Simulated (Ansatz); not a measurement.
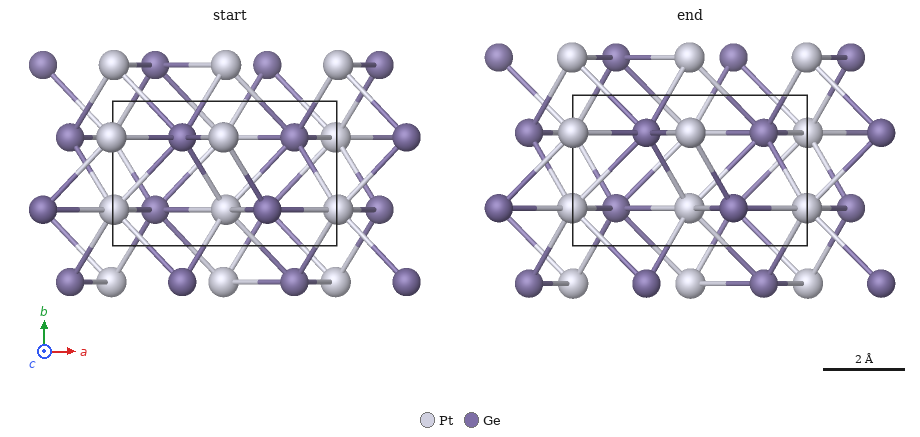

The structure of a crystal of GePt (a generated structure, set up in Pnma) (coarse preliminary run) before (left) and after (right) a relaxation, at one scale.

A ball-and-stick model of the cell of the calculation, seen along the c axis.

Case: Ni → Pt on all its sites, cell and atoms relaxed.

These are results of DFT PBE, scalar-relativistic, plane waves, PAW (Ansatz 0.2.0), not measurements.

Input file:
```yaml
crystal:
  lattice:
    - [5.57216719, 0.0, 0.0]
    - [0.0, 3.5940849354, 0.0]
    - [0.0, 0.0, 6.0362079177]
  atoms:
    - { symbol: Pt, position: [0.9942832199, 0.75, 0.1901826743] }
    - { symbol: Pt, position: [0.0057167801, 0.25, 0.8098173257] }
    - { symbol: Pt, position: [0.5057167801, 0.25, 0.6901826743] }
    - { symbol: Pt, position: [0.4942832199, 0.75, 0.3098173257] }
    - { symbol: Ge, position: [0.8103268977, 0.75, 0.5874320966] }
    - { symbol: Ge, position: [0.1896731023, 0.25, 0.4125679034] }
    - { symbol: Ge, position: [0.6896731023, 0.25, 0.0874320966] }
    - { symbol: Ge, position: [0.3103268977, 0.75, 0.9125679034] }
basis:
  ecutwfc: 420
kpoints:
  mp_grid: { grid: [4, 6, 4] }
hamiltonian:
  xc: pbe
scf:
  occupations: { method: gaussian, width: 0.1 }
output:
  forces: true
  stress: true
  eigenvalues: true
relax:
  adjacent_minimum: "off"
  f_tol: 0.05
  max_steps: 60
  cell: { stress_tol: 0.5 }
```

Run as
```bash
ansatz run input.yaml --threads 2 --pin off --max-ram 5120MiB --backend cpu --events-out ev --progress --plain --runs-dir out
```

Describe what moved and what it gained.

Answer. After 4 accepted moves (5 points after the start) the energy has fallen by 0.926 eV per cell of the calculation. Largest force component: 0.67 eV/Å at the start, 0.017 eV/Å at the end. Pressure: 22.84 GPa at the start and 0.00 GPa at the end. At 1 point the geometry stayed and the basis and grid were re-selected for the new cell (energy shift of 5.9 meV per cell of the calculation at most each time). The largest moves relative to the cell, 0.047 Å, are those of Pt1, Pt2, Pt3 and Pt4. Pt2 goes along [−3 0 −1]. By element the largest moves are Pt 0.047 Å, Ge 0.023 Å. The drawn cell changes as follows: a 5.572 → 5.831 Å (+4.6 %), b 3.594 → 3.744 Å (+4.2 %), c 6.036 → 6.178 Å (+2.3 %); the volume changes by +11.6 %. Near-neighbour distances that change, for instance: Pt1–Ge7 2.549 → 2.707 Å, Pt1–Ge8 2.431 → 2.509 Å, Pt1–Ge5 2.608 → 2.676 Å, Pt1–Ge6 2.493 → 2.551 Å. Among the angles between lasting bonds that change: Ge6–Pt1–Ge6 92.2° → 94.4°, Pt1–Ge6–Pt1 92.2° → 94.4°, Ge7–Pt1–Ge7 89.7° → 87.5°. The space group stays Pnma (No. 62). Cost: 37 s on 2 threads of Oxide Virtual Turin-like Processor (Zen 5) (shared host), peak memory 0.69 GiB.
